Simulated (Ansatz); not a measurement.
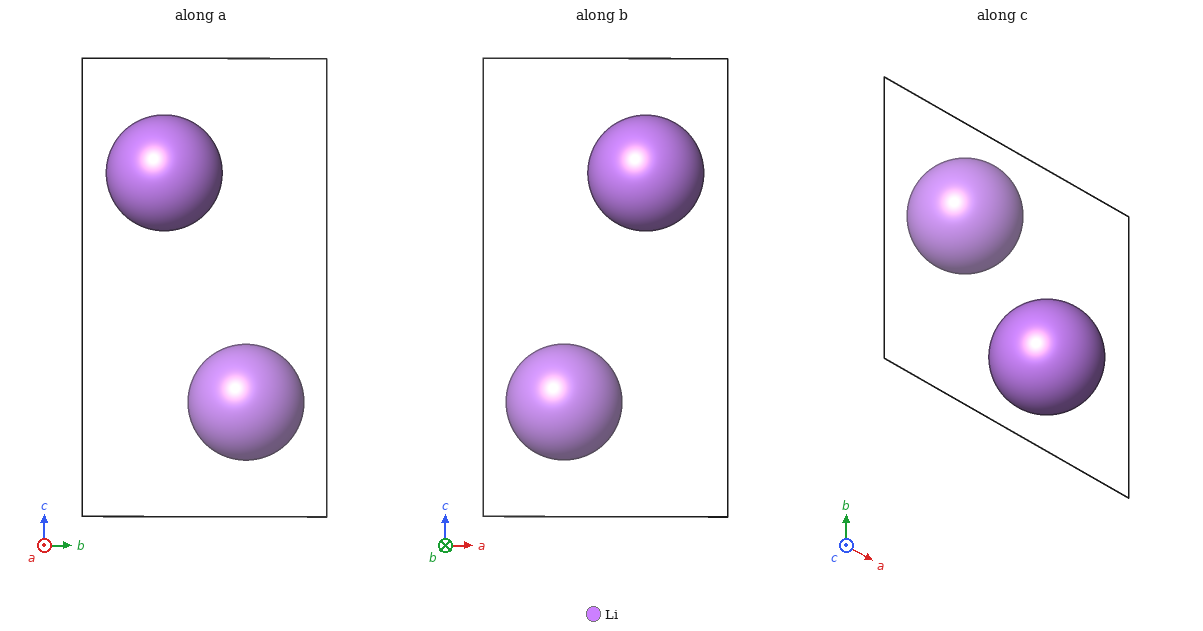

Shown here is a spheres-only view of the crystal, taken along the a axis, along the b axis and along the c axis. The unit cell is drawn as a box.

Lattice parameters: a = 2.994 Å, b = 2.994 Å, c = 4.879 Å, α = 90.08°, β = 90.08°, γ = 119.79°. Put a along x and b in the xy plane.

Q: Put the structure into a POSCAR file, with free fractional coordinates to two decimals.

A:
```
Li
1.0
     2.994    0.000    0.000
    -1.488    2.599    0.000
    -0.007   -0.012    4.879
Li
2
Direct
  0.33 0.67 0.25
  0.67 0.33 0.75
```

It goes back to a structure type filled with this element by a generator (whether the element takes this form wasn't checked). Earlier steps of the study may have refined or changed the cell and positions. It was run through Ansatz as a DFT input.
